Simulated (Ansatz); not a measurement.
**Density-of-states calculation, with input and output: NiO (part 2 of 2)**

NiO (4 atoms in the cell); DFT with PBE, PAW plane waves, spin–orbit coupling, U = 7.78 eV, J = 0.99 eV on Ni d (Ansatz 0.2.0); cutoff 420 eV, 6×6×4 k-mesh, Fermi–Dirac smearing. The structure is a deliberately distorted cell.

Geometry of the input (Å; fractional positions):
```
-2.1080  0.0100  2.1300
2.0959  -0.0197  2.1179
-0.0297  4.2438  -0.0097
Ni 0.0118  0.9866  0.0066
Ni 0.4640  0.5404  0.4996
O  0.9930  0.9954  0.5240
O  0.5410  0.5057  0.0073
```

Output, continued:
```
--- Forces (eV/Å), atoms counted from 1 ---
  atom   1  Ni     0.30623642     0.16060646     0.50581952
  atom   2  Ni    -1.57443406     0.32162654    -0.09881617
  atom   3  O      0.88846878    -0.63804001     0.33598210
  atom   4  O      0.37972582     0.15581296    -0.74298814
  max |Σ_I F_I| component: 5.95e-6 eV/Å
--- Stress (GPa, compression-positive) ---
       13.349335       1.758326       0.586393
        1.758524       7.395634       0.184009
        0.586438       0.184152       6.833390
  P = ⅓ Tr σ = 9.1928 GPa (91.928 kbar)
--- Band table (eV; the first three rows and the last of 144) ---
  k-point 0: bands = ["-91.7816", "-91.7791", "-89.5348", "-89.5269", "-53.2291", "-53.2191", "-52.7131", "-52.6928", "-51.4300", "-51.4189", "-50.1644", "-50.1495", "-49.6671", "-49.6401", "-49.2356", "-49.2237", "-5.7510", "-5.4777", "-4.7798", "-3.9159", "5.4334", "5.6782", "5.7138", "6.4209", "6.7199", "6.8074", "6.9840", "7.0819", "7.1234", "7.2782", "7.2992", "7.4973", "7.5400", "7.7091", "8.0374", "8.4392", "8.5225", "8.8923", "10.0378", "10.1969", "10.4164", "10.5400", "11.0436", "11.2123", "11.5363", "11.6229", "11.6705", "11.8747", "15.7051", "15.7426", "16.1099", "16.4814", "16.5967", "16.7506", "19.7143", "20.3033", "24.1407", "24.4270"]
  k-point 1: bands = ["-91.7812", "-91.7794", "-89.5347", "-89.5272", "-53.2276", "-53.2207", "-52.7111", "-52.6949", "-51.4285", "-51.4204", "-50.1625", "-50.1514", "-49.6647", "-49.6428", "-49.2339", "-49.2256", "-5.5414", "-5.2588", "-4.8341", "-4.1487", "5.2187", "5.5065", "5.5590", "5.6745", "6.4941", "6.7712", "6.9139", "7.1194", "7.1927", "7.2623", "7.3896", "7.5742", "7.6190", "7.7343", "7.8314", "8.2317", "8.8041", "9.0967", "10.3342", "10.3916", "10.4833", "10.6316", "10.8060", "10.9835", "11.3785", "11.4923", "11.6302", "12.0699", "16.1561", "16.4564", "16.6008", "16.8213", "16.8358", "17.3959", "19.9764", "20.6121", "24.0024", "24.3648"]
  k-point 2: bands = ["-91.7808", "-91.7798", "-89.5345", "-89.5275", "-53.2257", "-53.2226", "-52.7066", "-52.6994", "-51.4273", "-51.4216", "-50.1602", "-50.1538", "-49.6591", "-49.6485", "-49.2324", "-49.2271", "-5.1687", "-5.0456", "-4.7820", "-4.6417", "4.8082", "4.9974", "5.5522", "5.6027", "6.6335", "6.7298", "6.8597", "7.0410", "7.2198", "7.2949", "7.3632", "7.5238", "7.5734", "7.5900", "7.8826", "7.9543", "9.1195", "9.1283", "9.7469", "9.9396", "11.0431", "11.0760", "11.1160", "11.2012", "11.3945", "11.4144", "11.7399", "11.8587", "16.2820", "16.3679", "16.6919", "16.8134", "18.7977", "19.1556", "19.5357", "19.9195", "25.6176", "25.9897"]
  k-point 143: bands = ["-91.7812", "-91.7794", "-89.5347", "-89.5272", "-53.2275", "-53.2205", "-52.7111", "-52.6949", "-51.4285", "-51.4208", "-50.1628", "-50.1516", "-49.6647", "-49.6428", "-49.2336", "-49.2254", "-5.5407", "-5.2594", "-4.8337", "-4.1493", "5.2164", "5.5007", "5.5442", "5.6555", "6.5411", "6.8002", "6.9503", "7.1381", "7.1735", "7.2412", "7.3623", "7.5544", "7.6560", "7.7434", "7.8291", "8.2577", "8.7873", "9.0979", "10.3282", "10.3736", "10.4725", "10.6246", "10.7783", "10.9922", "11.3592", "11.4768", "11.6164", "12.0663", "16.1688", "16.4858", "16.6154", "16.8152", "16.8435", "17.3982", "19.9726", "20.6152", "24.0020", "24.3652"]
Occupation matrices written to [file]
--- Löwdin populations: 4 sites ---
  site symbol       q [e]
     0     Ni     16.7509
     1     Ni     16.7539
     2      O      7.1171
     3      O      7.1191
  spilling = 0.005397 (of n_electrons = 48.000000)
--- Bader charges: 4 sites ---
  site symbol  charge [e]  shift [e]  m_x [muB]  m_y [muB]  m_z [muB]
     0     Ni      1.2887     0.0034     0.1450     1.7435    -0.3580
     1     Ni      1.2827     0.0034     0.3024     1.7199    -0.3572
     2      O     -1.2842     0.0036     0.0263     0.1828    -0.0378
     3      O     -1.2871     0.0032     0.0212     0.1837    -0.0379
  estimated error of the sums over rays = 2.5e-4 e
```

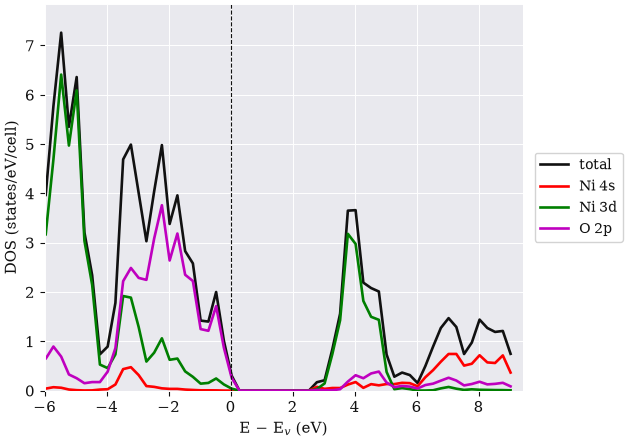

Density of states (projected on Löwdin-orthogonalised atomic shells), with energies from the valence-band top. There is a gap of 2.75 eV on the k-point mesh.

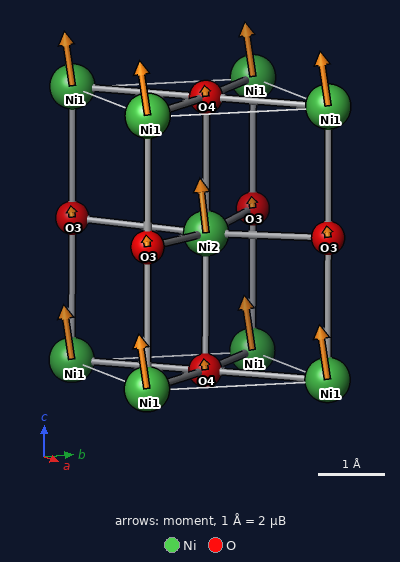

Magnetic moments of the sites as orange arrows (ball-and-stick view of the cell of the calculation, seen slightly off an axis; atoms are numbered from 1 in the order of the input); small moments hardly show. Site moments: Ni1, Ni2 (1.75 μB); O3 (0.39 μB); O4 (0.38 μB). They are counted near the atoms and needn't add up to the moment of the cell.

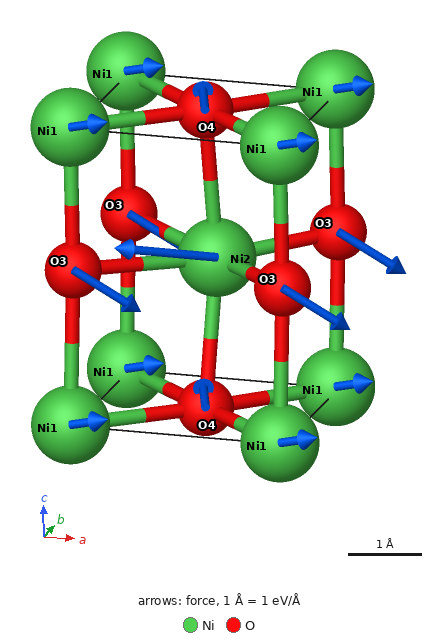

Forces on the atoms as blue arrows (ball-and-stick view of the cell of the calculation, set on other vectors, seen slightly off an axis; atoms are numbered from 1 in the order of the input). The largest act on Ni2 (1.61 eV/Å); O3 (1.14 eV/Å); O4 (0.85 eV/Å); Ni1 (0.61 eV/Å). The geometry is not a stationary point of this energy.

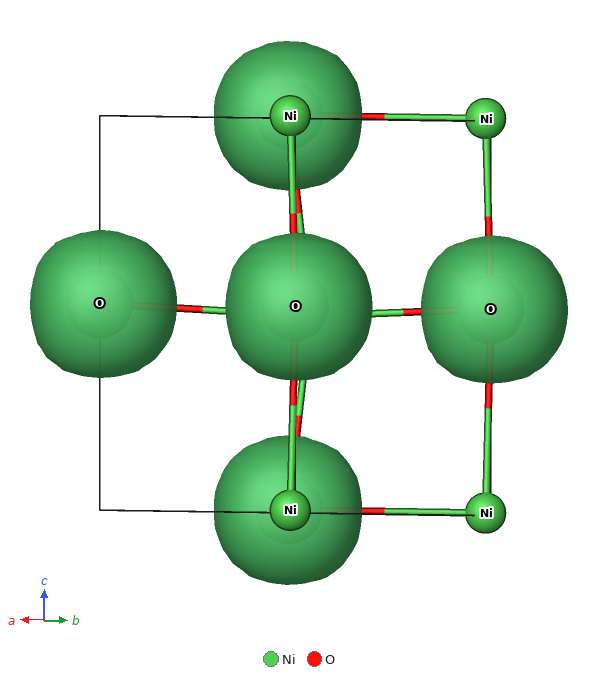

Isosurface of the electron localisation function at 0.7 (green), seen along [110]. Core shells and regions of very low density are left out. Sticks mark near contacts. The outline is the calculation cell. Values along the shortest contacts: Ni–O (1.95 Å): the ELF is about 0.15 at the midpoint. Ni–O (2.02 Å): the ELF is about 0.15 at the midpoint. In a PAW calculation such maps are meaningful between the atoms, not at the nuclei.

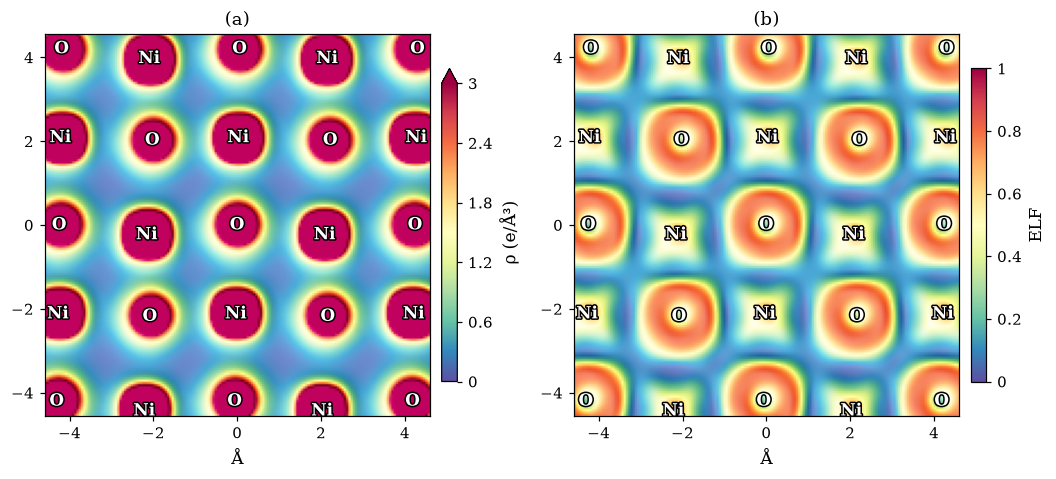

(a) valence electron density; (b) ELF on the (110) plane of the calculation cell. The section cuts through Ni and O sites. Ni–O (1.95 Å): ρ is about 0.62 e/Å³ halfway; the ELF is about 0.15 at the midpoint. Ni–O (2.05 Å): ρ at the midpoint is about 0.49 e/Å³; the ELF is about 0.15 at the midpoint. Ni–O (2.08 Å): ρ is about 0.44 e/Å³ halfway; the ELF is about 0.15 at the midpoint. Ni–O (2.13 Å): ρ is about 0.41 e/Å³ halfway; the ELF is about 0.15 at the midpoint. Ni–O (2.17 Å): ρ is about 0.36 e/Å³ halfway; the ELF is about 0.10 at the midpoint. Away from the nuclei the density in this plane falls to 0.13 e/Å³ at its lowest. The strong features right at Ni lie inside the PAW spheres (semicore, d or f shells) and say nothing about bonding.

Key numbers:

```csv
quantity,value
outcome,converged
space group (tolerance 0.01 Å),P1 (1)
electrons treated,48
free energy,−12810.5322 eV
Fermi energy,14.294 eV
net moment of the cell,3.94 μB
integrated absolute moment,3.98 μB
pressure,9.19 GPa
electronic character,gap of 2.75 eV
largest force (length of the vector),1.610 eV/Å
hardware,"2 threads of an x86-64 CPU, shared host"
wall time,2.7 min (CPU time 5.6 min)
peak memory,1.2 GiB
```

Notes:

Warnings of the run: the SCF threshold is looser than advised for the printed stress. Gaps of Fe, Co and Ni magnets come out somewhat low on these PAW datasets.
